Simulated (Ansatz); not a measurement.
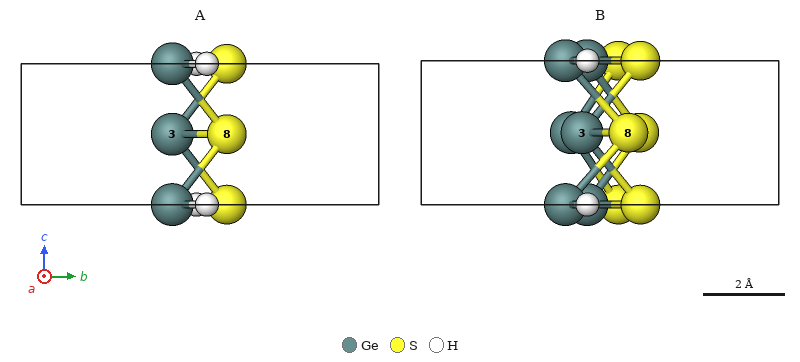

Two geometries of a wire of composition Ge2HS2, drawn at one scale. One is the start of a relaxation, the other its converged end. Style: ball-and-stick. Shown: the cell of the calculation, with the vacuum cut short, along the a axis.

Theory: Ansatz, DFT PBE, scalar-relativistic, plane waves, PAW. Set-up: plane-wave cutoff 420 eV; k-point mesh 1 × 1 × 15; occupations gaussian; smearing width 0.05 eV; no spin polarisation; cell relaxed at fixed a, b, alpha, beta, gamma; force threshold 0.02 eV/Å; at most 45 steps.

Which of the two is the end point?

Answer. Structure B is the relaxed one. Case: zigzag ribbon, 4 formula units a period, edges capped with H. An H atom moves most relative to the centre of the atoms: 0.51 Å. By element the largest moves are H 0.51 Å, Ge 0.43 Å, S 0.34 Å. Along the periodic axis the drawn cell goes c 3.494 → 3.571 Å (+2.2 %). Some distances before and after: Ge–S 2.429 → 2.328 Å, Ge–S 2.429 → 2.349 Å, Ge–S 2.429 → 2.505 Å, Ge–H 1.540 → 1.597 Å. Bond angles that change, for instance: Ge–S–Ge 92.0° → 84.6°, Ge–S–Ge 92.0° → 86.7°, S–Ge–S 92.0° → 94.5°. The energy falls by 0.223 eV per cell of the calculation in 15 accepted moves (17 points after the start). The largest force component goes from 0.85 to 0.019 eV/Å. The line search rejected the trial step at point 10 of the run. The SCF was repeated once at an unchanged geometry on a basis and grid sized afresh for the cell, which shifted the energy by 1.1 meV per cell of the calculation at most.
